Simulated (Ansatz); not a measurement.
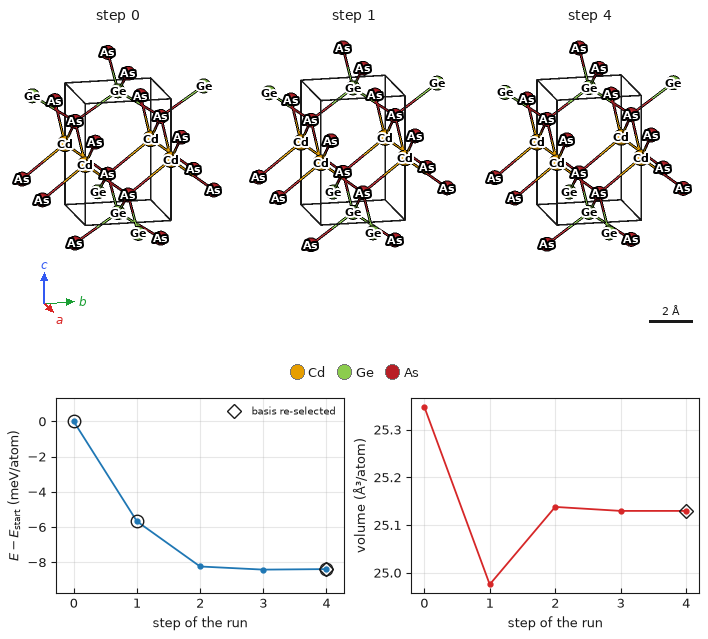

Frames of a relaxation of crystalline CdGeAs$_{2}$ (a generated structure, set up in P-4m2), marked on the history of the run. The picture is a ball-and-stick view of the cell of the calculation, seen slightly off an axis.

Case: Ga → Ge, In → Cd on all its sites, cell and atoms relaxed.

Computed with DFT PBEsol, scalar-relativistic, plane waves, PAW in Ansatz. Settings: plane-wave cutoff 420 eV; k-point mesh 10 × 10 × 8; occupations gaussian; smearing width 0.1 eV; no spin polarisation; cell and atoms relaxed; force threshold 0.01 eV/Å; at most 60 steps.

### What happens along the run?

The energy falls by 8.4 meV per atom in 3 accepted moves (4 points after the start). Largest force component: 0.42 eV/Å at the start, 0.0041 eV/Å at the end. Pressure: −0.40 GPa at the start and −0.02 GPa at the end. At 1 point the geometry stayed and the basis and grid were re-selected for the new cell (energy shift of less than 0.05 meV per atom at most each time). The largest moves relative to the cell, 0.032 Å, are those of As atoms. Cd and Ge stay in place. The volume changes by −0.9 %, with a = b 4.144 → 4.074 Å (−1.7 %), c 5.904 → 6.058 Å (+2.6 %). Some distances before and after: As–Cd 2.613 → 2.591 Å, As–Ge 2.478 → 2.487 Å. Bond angles that change, for instance: Ge–As–Ge 113.5° → 110.0°, As–Ge–As 113.5° → 110.0°. The space group stays P-4m2 (No. 115). Cost: 90 s on 1 thread of Intel(R) Xeon(R) 6975P-C (Granite Rapids) (shared host), peak memory 0.64 GiB. From step 0 to 1: As atoms move most (0.06 Å), volume −1.5 %, energy −5.7 meV per atom. From step 1 to 4: As atoms move most (0.03 Å), volume +0.6 %, energy −2.7 meV per atom.

```tsv
step	E − E(0), meV/atom	largest force component, eV/Å	pressure, GPa	volume, Å³/atom	note
0	0.00	0.4201	-0.40	25.348	
1	-5.67	0.3439	0.39	24.976	
2	-8.24	0.0120	-0.02	25.138	
3	-8.41	0.0041	-0.02	25.130	
4	-8.38	0.0041	-0.02	25.130	same geometry, new basis
```
